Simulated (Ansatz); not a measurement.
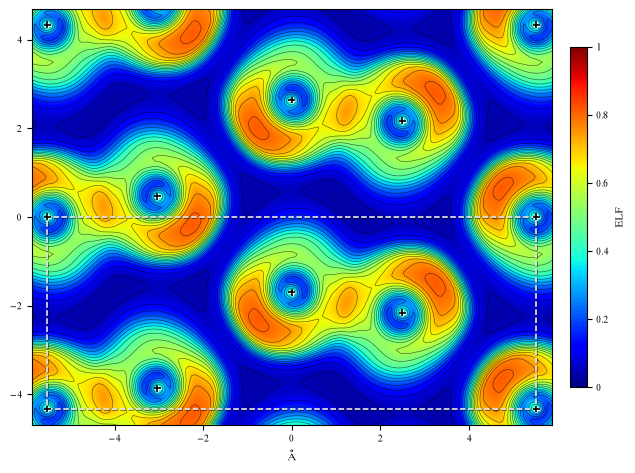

The electron localisation function on a plane through atoms (crosses mark nuclei in the plane).

The calculation used Ansatz, DFT, LDA (PW92), plane waves (420 eV) with PAW, scalar-relativistic.

Candidates:
A. Ti, a = 2.86 Å, b = 2.86 Å, c = 9.16 Å, α = 90.00°, β = 90.00°, γ = 120.00°. Space group P6₃/mmc; set up as Ti, dhcp; a generated structure, not necessarily the stable one; computed without spin polarisation.
B. As, a = 3.81 Å, b = 11.04 Å, c = 4.33 Å, α = 90.00°, β = 90.00°, γ = 90.00°. Space group Cmce; set up as As, black arsenic (Cmce); changed on purpose from its base cell (volume × 1.08); computed pressure about −5 GPa in this cell.

Question: Which system is this?

Answer: Candidate B: As on the (100) plane of the conventional cell, which holds As. As–As (2.53 Å): the ELF peaks at about 0.75 between the atoms.
